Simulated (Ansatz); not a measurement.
# Run report: HfN, single-point calculation

The run: single-point calculation of HfN (2 atoms in the cell). Method and program: DFT PBEsol, scalar-relativistic, plane waves, PAW, no spin polarisation (Ansatz 0.2.0).

The structure derives from a Materials Project entry. It belongs to a series of runs on one base structure; here: strain +0.0400 x Voigt [1, 0, 0, 0, 0, 0], atoms carried along.

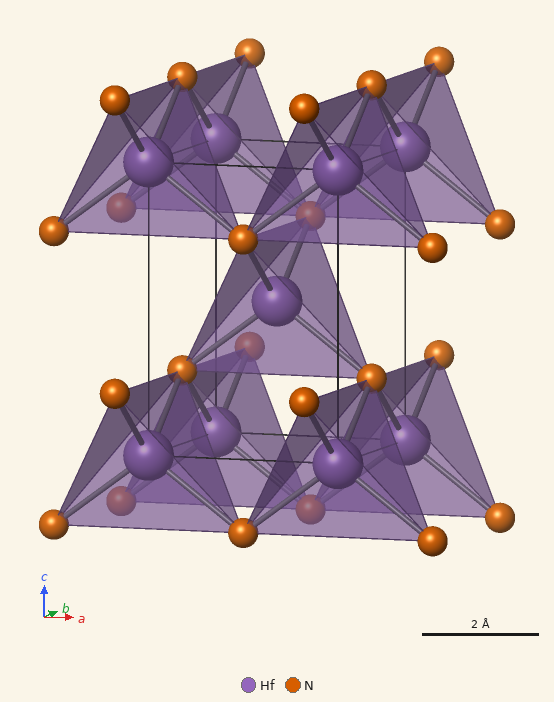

**Figure 1.** The structure as given in the input (polyhedral view of the cell 2 times as large as that of the calculation, set on its symmetry axes, seen slightly off an axis; polyhedra are completed across the faces of the cell). An atom can appear more than once, as a periodic image.

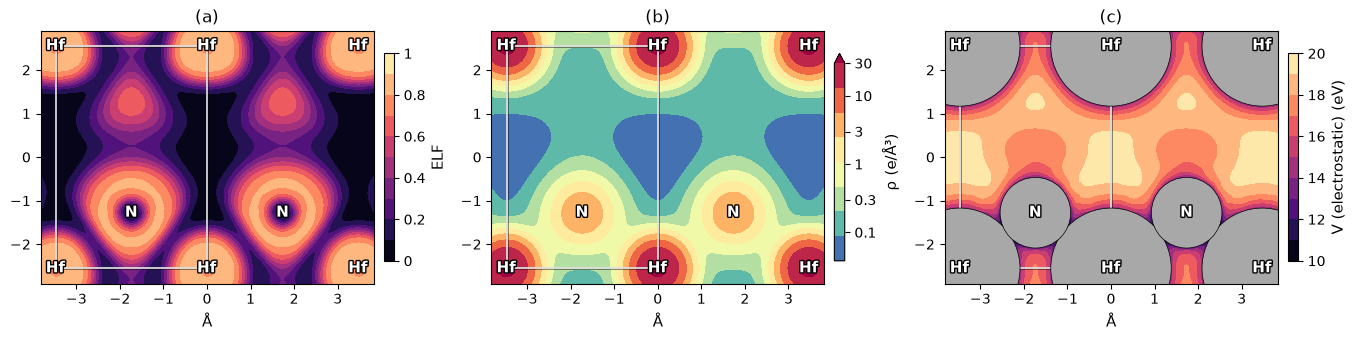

**Figure 2.** (a) ELF; (b) valence pseudo-density; (c) electrostatic potential energy of an electron on the (100) plane of the conventional cell. Grey discs, where drawn, cover atomic cores. Hf–N (2.15 Å): ρ is about 0.7 e/Å³ halfway; the ELF peaks at about 0.80 in the valence shell of N, 0.6 Å from its nucleus, and drops to about 0.20 between the two atoms (a polar contact without a shared pair, in a metal). Away from the nuclei the density in this plane falls to 0.04 e/Å³ at its lowest.  The strong features right at Hf lie inside the PAW spheres (semicore, d or f shells) and say nothing about bonding. Outside the cores the potential energy rises away from the atoms and is highest about 2.1 Å from the nearest atoms; outside the discs it spans about 9 eV, and its zero is arbitrary. Core electrons are frozen (PAW), so the fields are smoothed inside the atomic spheres.

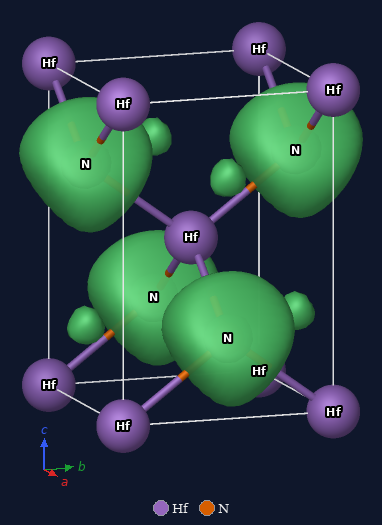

**Figure 3.** Isosurface of the electron localisation function at 0.6 (green), seen slightly off an axis. Only the valence region is drawn (cores and ρ < 0.01 e/Å³ removed). Sticks mark near contacts. The outline is the cell set on symmetry axes. Along the contacts the grid gives the following. Hf–N (2.15 Å): the ELF peaks at about 0.80 in the valence shell of N, 0.6 Å from its nucleus, and drops to about 0.20 between the two atoms (a polar contact without a shared pair, in a metal).

The input that produced these results follows, with the program's output.

Input file
```yaml
crystal:
  lattice:
    - [0.0, 2.454822, 2.454822]
    - [2.55301488, 0.0, 2.454822]
    - [2.55301488, 2.454822, 0.0]
  atoms:
    - { symbol: Hf, position: [0.0, 0.0, 0.0] }
    - { symbol: "N", position: [0.75, 0.75, 0.75] }
basis:
  ecutwfc: 420
kpoints:
  mp_grid: { grid: [16, 16, 16] }
hamiltonian:
  xc: pbesol
scf:
  occupations: { method: gaussian, width: 0.15 }
output:
  forces: true
  stress: true
  eigenvalues: true
  write_density: true
  write_potential: true
  elf: true
  volumetric_format: npy
```

Launched with:
```bash
ansatz run input.yaml --threads 1 --pin off --max-ram 2560MiB --backend cpu --events-out ev --progress --plain --runs-dir out
```

The program's output
```
Engine: ansatz 0.2.0, x86_64-unknown-linux-gnu
Pseudopotentials: kind: paw
Pseudopotential: Hf, paw, valence charge 26, recommended cutoff 420 eV (normal), Hf.paw.azcp
Pseudopotential: N, paw, valence charge 5, recommended cutoff 420 eV (normal), N.paw.azcp
Functional definition: PBEsol
  exchange = pbesol_x
  correlation = pbesol_c
Crystal: 2 atoms, lattice volume = 30.770 Å³
Basis set: ecut = 420 eV, 601 PW (Γ), exchange–correlation on 48×48×48 points (8 copies of the dense FFT grid, shifted against one another)
Bands: 20, of which v1, the nominal top of the filled ones, is band 16 counted from 1 (15 counted from 0)
Symmetry: 8 space group operations
Space group: I-4m2 (ITA 119), of the structure as read, at distance tolerance 3.1e-5 Å
k-points: 349 of 4096 (time reversal used)
Non-local potential: Hf, projectors of the file, l = 0: 3, l = 1: 2, l = 2: 2, l = 3: 3
Non-local potential: N, projectors of the file, l = 0: 2, l = 1: 2, l = 2: 1
PAW form: soft (Blöchl's): semilocal exchange-correlation on the pseudo side does not see the compensation charge
PAW frozen core: Hf, regenerated for the run's functional, and the local potential with it (the file was generated under x = pbe(κ = 0.804, μ = 0.2195149727645171), c = pbe(β = 0.06672455060314922))
PAW frozen core: N, regenerated for the run's functional, and the local potential with it (the file was generated under x = pbe(κ = 0.804, μ = 0.2195149727645171), c = pbe(β = 0.06672455060314922))
PAW one-centre angular grid: Hf, 590 points (default); XC on 64 Gauss nodes
PAW one-centre angular grid: N, 110 points (default); XC on 64 Gauss nodes
Initial density: superposition of atomic densities (neutral atoms: chi_scale 0, normalization atom), corrected by the library's trained network
Initial wavefunctions: pseudopotential atomic-orbital guess
Functional: x = pbesol(κ = 0.804, μ = 0.12345679012345678), c = pbesol(β = 0.046)
SCF iter   1: F=—  HF=-15979.511247 eV  |F-HF|=—  |Δ(HF+E_count)|=         —  Δρ=1.83e-2  dr2=1.15e-1  ethr=1.77e-3  ⟨swp⟩=4.2  Hψ=26761  notcnv=0
preconditioner: auto → Kerker (q_TF=auto, 2.732 Å⁻¹)  [metal: Δε(μ)=0.010 eV  Ē_g=18.146 eV  σ=0.150 eV  W_gap=0.04  n_scr=14 (ndim 8)  ℏωp=36.0 eV  f_vac=0.008  D(μ)=0.69/eV (n_scr^D=0)]
SCF iter   2: F=—  HF=-15979.485151 eV  |F-HF|=—  |Δ(HF+E_count)|=   2.61e-2  Δρ=3.36e-3  dr2=3.26e-3  ethr=3.72e-4  ⟨swp⟩=1.7  Hψ=10297  notcnv=0  defer=53
SCF iter   3: F=—  HF=-15979.484949 eV  |F-HF|=—  |Δ(HF+E_count)|=   2.02e-4  Δρ=1.72e-3  dr2=5.12e-4  ethr=1.05e-5  ⟨swp⟩=2.4  Hψ=9796  notcnv=0  defer=53
SCF iter   4: F=—  HF=-15979.485083 eV  |F-HF|=—  |Δ(HF+E_count)|=   1.34e-4  Δρ=5.98e-4  dr2=9.42e-5  ethr=1.65e-6  ⟨swp⟩=2.0  Hψ=12229  notcnv=0  defer=53
SCF iter   5: F=—  HF=-15979.484982 eV  |F-HF|=—  |Δ(HF+E_count)|=   1.02e-4  Δρ=2.08e-4  dr2=1.58e-5  ethr=3.04e-7  ⟨swp⟩=2.1  Hψ=12111  notcnv=0  defer=53
SCF iter   6: F=—  HF=-15979.484982 eV  |F-HF|=—  |Δ(HF+E_count)|=   4.69e-7  Δρ=9.41e-5  dr2=2.80e-6  ethr=5.09e-8  ⟨swp⟩=2.3  Hψ=11374  notcnv=0  defer=53
SCF iter   7: F=—  HF=-15979.484982 eV  |F-HF|=—  |Δ(HF+E_count)|=   4.89e-7  Δρ=2.55e-5  dr2=1.85e-7  ethr=9.04e-9  ⟨swp⟩=2.0  Hψ=10882  notcnv=0  defer=53
SCF iter   8: F=-15979.484982 eV  HF=-15979.484982 eV  |F-HF|=1.00e-8  |Δ(HF+E_count)|=   4.74e-8  Δρ=4.84e-6  dr2=9.71e-9  ethr=3.23e-10  ⟨swp⟩=8.5  Hψ=43908  notcnv=0
SCF 1 converged in 8 iterations: F = -15979.484982 eV  dr2 = 9.71e-9
  greatest PAW one-centre occupation: 0.998 electrons in one spin orbital (limit 2), on the Hf atom at site 0 (counted from 0), in its partial waves of l = 3
SCF converged after 8 iterations
Free energy (F): -15979.484982 eV
Harris-Foulkes:  -15979.484982 eV  (|F-HF|=1.00e-8)
Internal energy: -15979.477142 eV  (E = F + TS)
E sigma→0 (E₀):  -15979.481062 eV
Entropy (-TS):   -0.007839 eV (-3.920 meV/atom)
Fermi energy:    16.926583 eV
--- Per-component energies (eV) ---
  E_band       = -24.505317
  E_kinetic    = 550.051005
  E_local      = -5754.507270  (includes V_loc(G=0)·N_el)
  E_nonlocal   = -1192.703153
  E_hartree    = 2655.484937
  E_xc         = -355.966860
  E_vxc        = -340.380489  (∫ρ·V_xc dr)
  E_paw        = -6928.949303  (= ΣΔE_a)
  E_vpaw       = 1402.067962  (= ΣTr[D̂ρ^β])
  E_aug_tail   = 0.000091  (compensation charges beyond the density's cutoff)
  E_ewald      = -4954.165779
  E_core_change = 1.279190  (= ΣΔE_core)
  E_smearing   = -0.007839  (= −TS)
  E_closure    = -0.000000  (closes the sum)
  Σ components = -15979.484982   (vs F -15979.484982, Δ=0.00e0)
--- Forces (eV/Å), atoms counted from 1 ---
  atom   1  Hf     0.00000000     0.00000000    -0.00000000
  atom   2  N      0.00000000     0.00000000     0.00000000
  max |Σ_I F_I| component: 0.00e0 eV/Å
--- Stress (GPa, compression-positive) ---
      -15.809239       0.000000       0.000000
        0.000000      -9.559534       0.000000
        0.000000       0.000000      -9.559534
  P = ⅓ Tr σ = -11.6428 GPa (-116.428 kbar)
--- Band table (eV; the first three rows and the last of 349) ---
  k-point 0: bands = ["-45.6893", "-14.2597", "-14.2597", "-14.2538", "0.8902", "4.3520", "4.3520", "4.3524", "4.4129", "4.4154", "4.4154", "4.4977", "11.5813", "11.6910", "11.6910", "16.1293", "18.7888", "19.2542", "22.8370", "23.4385"]
  k-point 1: bands = ["-45.6887", "-14.2745", "-14.2614", "-14.2575", "0.9331", "4.3520", "4.3528", "4.3534", "4.4119", "4.4139", "4.4151", "4.4992", "11.5355", "11.6664", "11.7203", "16.3439", "18.7353", "19.1803", "22.8615", "23.4002"]
  k-point 2: bands = ["-45.6868", "-14.3199", "-14.2663", "-14.2647", "1.0539", "4.3525", "4.3551", "4.3559", "4.4083", "4.4099", "4.4149", "4.5031", "11.3322", "11.7213", "11.8020", "16.8989", "18.6214", "19.0096", "22.7586", "23.4333"]
  k-point 348: bands = ["-45.6657", "-14.5927", "-14.4941", "-14.3834", "2.2839", "4.3621", "4.3691", "4.3844", "4.3862", "4.3864", "4.4012", "4.4666", "11.4300", "11.8847", "13.2765", "15.7551", "18.3063", "20.5661", "21.6310", "22.9646"]
```

Key numbers

| quantity | value |
| --- | --- |
| outcome | converged |
| space group (tolerance 0.01 Å) | I-4m2 (119) |
| electrons treated | 31 |
| free energy | −15979.4850 eV |
| Fermi energy | 16.927 eV |
| gap on the k-point mesh | none (metallic) |
| pressure | −11.64 GPa |
| largest force (length of the vector) | under 0.001 eV/Å |
| hardware | 1 thread of Intel Xeon @ 2.70GHz, 189 GiB of memory available, shared host |
| wall time | 23 s |
| peak memory | 0.51 GiB |

Remarks

Spin–orbit coupling is left out, which matters for Hf. The cell holds an odd number of electrons but the run has no spin polarisation, so a band is left half filled. The cell is under a tension of 11.6 GPa at this level, so it is not at its equilibrium volume.
